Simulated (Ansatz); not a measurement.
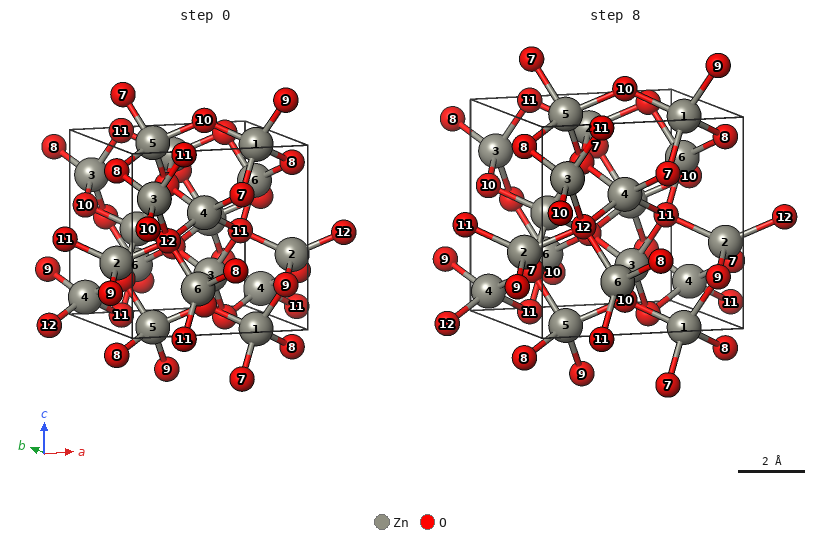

The structure of crystalline ZnO (a generated structure, set up in I-43d) (coarse preliminary run) before (left) and after (right) a relaxation, at one scale.

A ball-and-stick model of the conventional cell (2 times the calculation's cell), seen slightly off an axis. Lengths and directions refer to the drawn axes.

Theory: DFT PBE, scalar-relativistic, plane waves, PAW (Ansatz 0.2.0).

Input file:
```yaml
crystal:
  lattice:
    - [-2.8654131, 2.8654131, 2.8654131]
    - [2.8654131, -2.8654131, 2.8654131]
    - [2.8654131, 2.8654131, -2.8654131]
  atoms:
    - { symbol: Zn, position: [0.125, 0.75, 0.875] }
    - { symbol: Zn, position: [0.625, 0.375, 0.25] }
    - { symbol: Zn, position: [0.75, 0.875, 0.125] }
    - { symbol: Zn, position: [0.875, 0.125, 0.75] }
    - { symbol: Zn, position: [0.375, 0.25, 0.625] }
    - { symbol: Zn, position: [0.25, 0.625, 0.375] }
    - { symbol: O, position: [0.75, 0.375, 0.625] }
    - { symbol: O, position: [0.125, 0.875, 0.25] }
    - { symbol: O, position: [0.25, 0.125, 0.875] }
    - { symbol: O, position: [0.375, 0.625, 0.75] }
    - { symbol: O, position: [0.875, 0.25, 0.125] }
    - { symbol: O, position: [0.625, 0.75, 0.375] }
basis:
  ecutwfc: 420
kpoints:
  mp_grid: { grid: [4, 4, 4] }
hamiltonian:
  xc: pbe
scf:
  occupations: { method: gaussian, width: 0.1 }
  lower_state_search: "off"
output:
  forces: true
  stress: true
  eigenvalues: true
relax:
  adjacent_minimum: "off"
  f_tol: 0.04
  max_steps: 70
  cell: { stress_tol: 0.4 }
```

Run as
```bash
ansatz run input.yaml --threads 1 --pin off --max-ram 2560MiB --backend cpu --events-out ev --progress --plain --runs-dir out
```

Q: What changed between the two?

A: After 6 accepted moves (8 points after the start) the energy has fallen by 1167 meV per atom. All forces vanish by symmetry, so only the cell relaxes. The pressure goes from 137.02 to 0.26 GPa. At 2 points the geometry stayed and the basis and grid were re-selected for the new cell (energy shift of 84.9 meV per atom at most each time). The atoms keep their places relative to the cell (all moves are under 0.005 Å). The drawn cell changes as follows: a = b = c 5.731 → 6.566 Å (+14.6 %); the volume changes by +50.4 %. Some distances before and after: Zn1–O10 1.755 → 2.010 Å. The space group stays I-43d (No. 220). The run took 52 s on 1 thread of Intel(R) Xeon(R) Processor, with other jobs on the host, peak memory 0.42 GiB.
